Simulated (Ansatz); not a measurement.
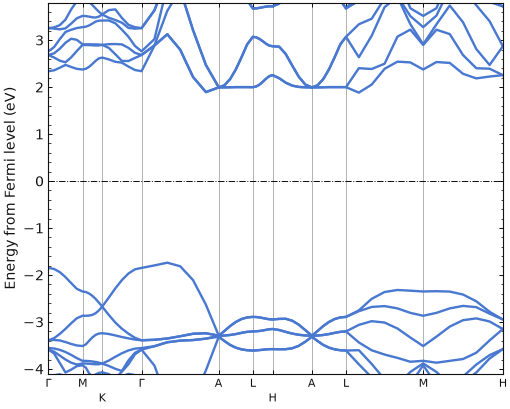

Band structure. Energies are counted from the Fermi level. The path runs straight from each named point to the next. The path has few k points, so lines between them are rough.

Question: What lattice type does the k path imply?

Answer: A hexagonal (primitive) lattice: the path Γ–M–K–Γ–A–L–H–A–L–M–H runs through the special points of its Brillouin zone.

Structure: Si₃N₄, space group P6_3/m (No. 176), 14 atoms in the cell, a database entry, rescaled.

Level of theory: DFT with LDA, PAW plane waves, no spin polarisation, 4×4×9 k mesh, 420 eV cutoff, Fermi-Dirac smearing of 0.1 eV; code Ansatz.

Question: Read off the fundamental gap and say whether it is direct.

Answer: A wide-gap semiconductor or insulator. The gap along this path is 3.62 eV and indirect, from the valence-band top between Γ and A to the conduction-band bottom between L and M; the smallest direct gap is 4.19 eV, at Γ.

Question: How much do the top valence band and the lowest conduction band disperse along the path?

Answer: The top valence band spans 1.6 eV and the lowest conduction band 1.2 eV.

Question: What are the direct gaps at H, A and K?

Answer: The direct gaps are 5.20 eV at H, 5.29 eV at A and 5.30 eV at K.

The atoms aren't at rest in this cell (largest force 9.8 eV/Å), so the relaxed material can differ. The cell is at 11 GPa in this functional.
